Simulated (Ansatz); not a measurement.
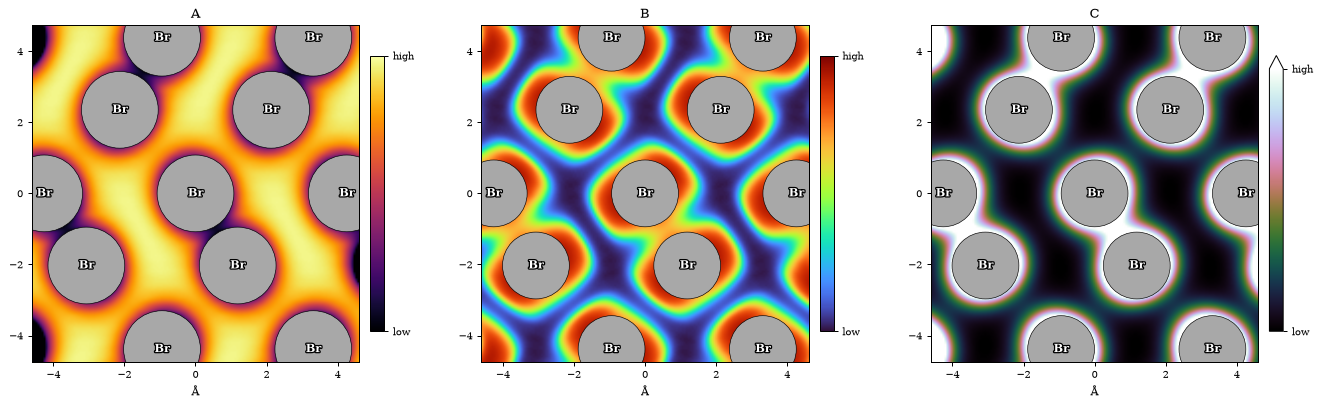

Br: 3 fields on the (100) plane of the conventional cell, with unlabelled colour scales. Grey discs cover the atomic cores.

Space group Cmce; changed on purpose from its base cell (volume × 1.06, shape and atoms relaxed).

Theory: DFT r2SCAN+D3(BJ), scalar-relativistic, plane waves, PAW in Ansatz 0.2.0.

### Match the panels to the quantities (electron localisation function, electrostatic potential energy of an electron and valence pseudo-density).

Panel A: electrostatic potential energy of an electron (low next to the atoms, rising into the space between them). Panel B: electron localisation function. Panel C: valence pseudo-density. From the grid: Br–Br (2.35 Å): the density is about 0.68 e/Å³ at the midpoint; the ELF peaks at about 0.75 between the atoms.
